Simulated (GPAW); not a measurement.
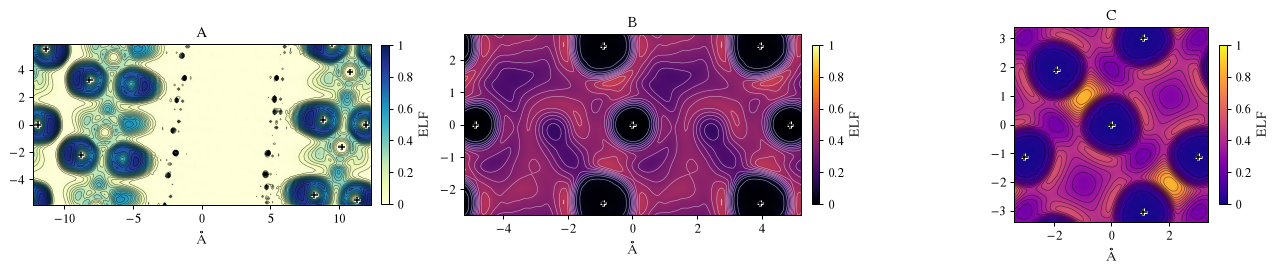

The electron localisation function of 3 systems, each on a plane through atoms (crosses mark nuclei in the plane).

Level of theory: GPAW 26.7.0, Kohn-Sham DFT of a periodic cell, PBEsol, PAW data sets made by gpaw-setup for the functional.

System 1: Al2Cu, the (001) plane of the conventional cell. Space group I4/mcm; computed pressure about −3 GPa in this cell.

System 2: AlPt, the (100) plane of the conventional cell. Space group P2₁3; a structure from a database of computed crystals, not necessarily the ambient phase.

```
Pt Al
1.0
     4.87893    0.00000    0.00000
     0.00000    4.87893    0.00000
     0.00000    0.00000    4.87893
Pt Al
4 4
Direct
  0.84494 0.65506 0.34494
  0.65506 0.34494 0.84494
  0.34494 0.84494 0.65506
  0.15506 0.15506 0.15506
  0.15597 0.34403 0.65597
  0.34403 0.65597 0.15597
  0.65597 0.15597 0.34403
  0.84403 0.84403 0.84403
```

System 3: WS2, the (111) plane of the conventional cell. Space group P-3m1; a structure from a database of computed crystals, not necessarily the ambient phase.

Which map belongs to which system?

Panel A is system 3, WS2: the plane holds W and S. W–S (2.41 Å): the ELF peaks at about 0.80 in the valence shell of S, 0.9 Å from its nucleus, and is about 0.50 at the midpoint. Panel B is system 2, AlPt: the plane holds Pt and Al. Al–Pt (2.60 Å): the ELF is about 0.45 at the midpoint. Panel C is system 1, Al2Cu: the plane holds Al. Al–Al (2.71 Å): the ELF peaks at about 0.85 between the atoms.
